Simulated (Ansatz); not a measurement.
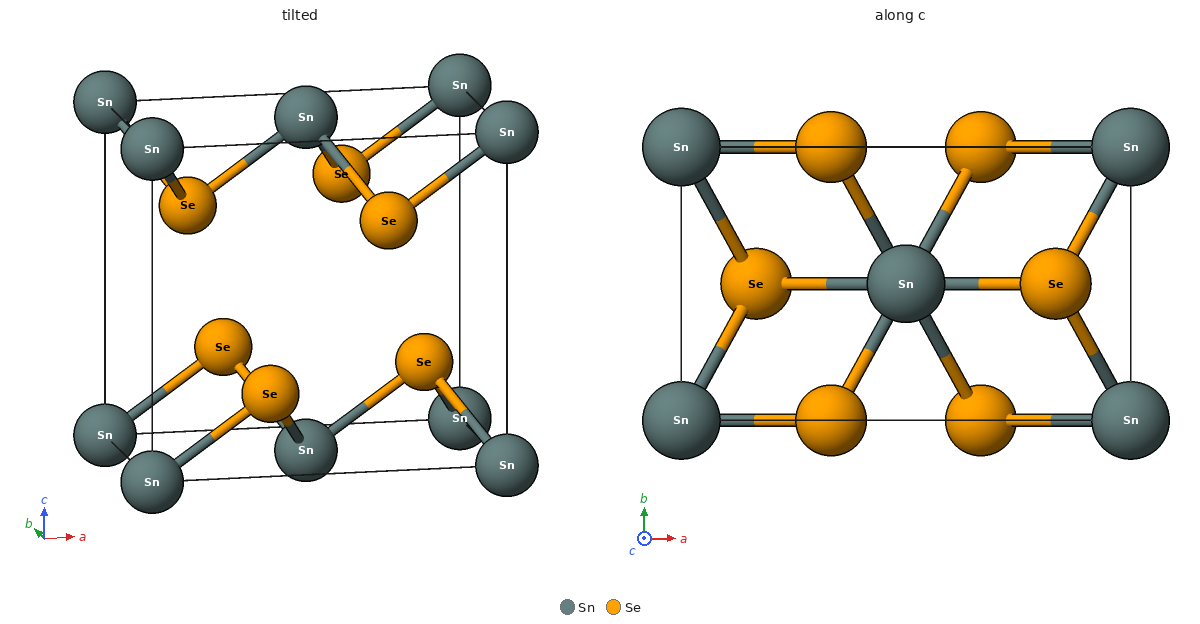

Structure drawing (ball-and-stick), viewed slightly off an axis and along the c axis. The lines enclose the conventional unit cell; boundary atoms appear with their images.

SnSe2, space group C2/m (No. 12), a = 6.625 Å, b = 4.033 Å, c = 6.227 Å, α = 90.00°, β = 90.00°, γ = 90.00°. The starting point was a structure type filled with these elements by a generator (whether the compound takes this form wasn't checked). The cell was then strained or its atoms displaced on purpose. It was run through Ansatz as a DFT input.

This one geometry was computed with Ansatz (DFT, plane waves, PAW) at three levels of theory: HSE06, PBE and r2SCAN.

> Which level gives the highest pressure at this volume, and what does that say about its equilibrium volume?

Highest: PBE (0.5 GPa), which points to the largest equilibrium volume. Lowest, with the smallest volume: HSE06 (-2.2 GPa). Levels within 0.5 GPa of each other can't be told apart.

> How does the band gap change with the level of theory?

PBE: a gap of 0.36 eV, indirect; r2SCAN: a gap of 0.62 eV, indirect; HSE06: a gap of 1.09 eV, indirect.

> Collect the results in a table.

| level | cutoff (eV) | k-mesh of the run's cell | gap (eV) | pressure (GPa) |
| --- | --- | --- | --- | --- |
| HSE06 | 420 | 6×6×4 | 1.09 | -2.2 |
| PBE | 420 | 12×12×4 | 0.36 | 0.5 |
| r2SCAN | 500 | 12×12×4 | 0.62 | -1.5 |

Gaps are taken on the k-mesh or band path of each run.
